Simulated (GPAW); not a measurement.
System: MoS₂ (space group R3m).

Calculation (GPAW 26.7.0): PAW DFT in plane waves, on a grid or in atomic orbitals, no spin polarisation; energies at scaled volumes of the given cell, shape and fractions fixed, counted from the fit's minimum, third-order Birch-Murnaghan fit. All runs: no spin polarisation.

- k mesh: 7×7×7
- occupations: Fermi–Dirac
- smearing width: 0.05 eV
- potentials: GPAW PAW data sets (gpaw data 1.2.1)
- wave cutoff: 600 eV

What does the calculation give for the energy against volume, with one curve for each functional? The cases: r2SCAN; LDA.

The fitted equilibrium volumes, smallest first, are LDA 17.409, r2SCAN 18.220 Å³/atom. The fitted bulk moduli, smallest first, are r2SCAN 147.8, LDA 161.6 GPa.

r2SCAN:
| volume (Å³/atom) | energy (meV/atom) |
| --- | --- |
| 16.66 | 71.58 |
| 17.02 | 41.13 |
| 17.37 | 19.72 |
| 17.73 | 6.42 |
| 18.08 | 0.48 |
| 18.44 | 1.17 |
| 18.79 | 7.83 |

LDA:
| volume (Å³/atom) | energy (meV/atom) |
| --- | --- |
| 16.66 | 17.36 |
| 17.02 | 4.58 |
| 17.37 | 0.04 |
| 17.73 | 2.86 |
| 18.08 | 12.29 |
| 18.44 | 27.65 |
| 18.79 | 48.33 |

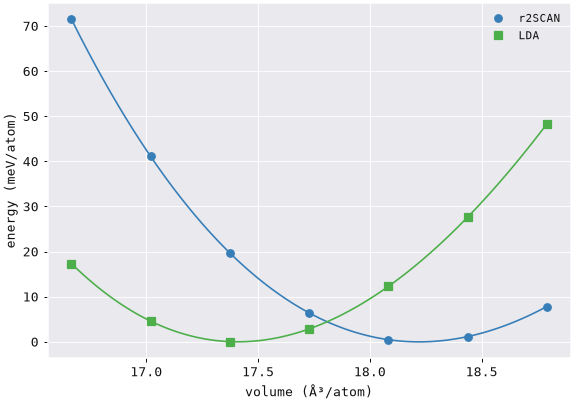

Limits of the calculation: shape and atomic fractions are frozen while scaling, which makes layered, chain and framework solids too stiff.
